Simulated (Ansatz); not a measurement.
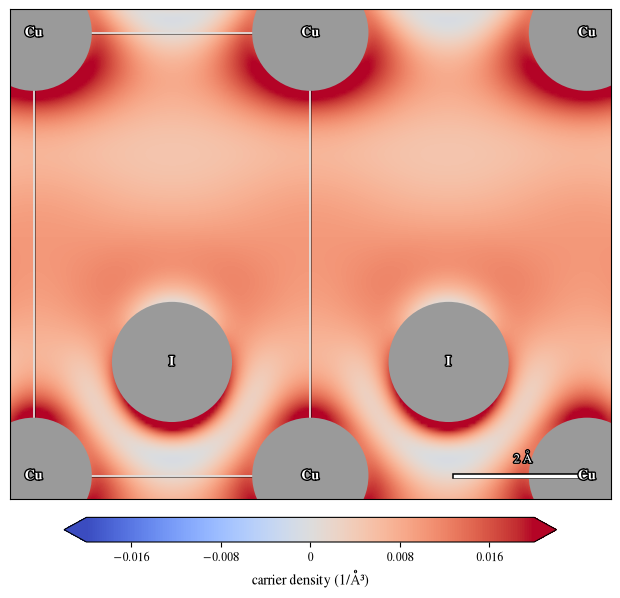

The picture shows: CuI. Where the extra electron sits when 0.5 electron is added to the 4-atom cell of the calculation (uniform compensating background, atoms fixed); the change of density for each carrier, counted positive where the carrier is: a map on the (010) plane of the conventional cell, with grey discs over the atomic cores. Cores are masked to 0.9 Å (Cu) and 0.9 Å (I).

Space group P4/nmm; not relaxed (largest force 0.5 eV/Å); the calculation finds a residual pressure of about −4 GPa at this fixed cell. The cell comes from a database of computed structures, not from a measurement.

Method: Ansatz, DFT LDA, scalar-relativistic, plane waves, PAW.

In a PAW calculation such maps are meaningful between the atoms, not at the nuclei.

Question: Describe the change of density.

Answer: Summed over atomic cells sized by the Bader volumes, the added electron divides as I about 75 % and Cu about 25 %; these cells fill 30 % (Cu) and 70 % (I) of the volume, so no element is strongly preferred.
Over the whole cell, outside the cores, it is densest at the edge of the masked core of I.
The counter-flow of charge adds up to under 0.1 e for each carrier.
These are shares of the net change, screening included; the states that take the carrier can be more concentrated.
This is very heavy doping, far beyond the dilute limit.
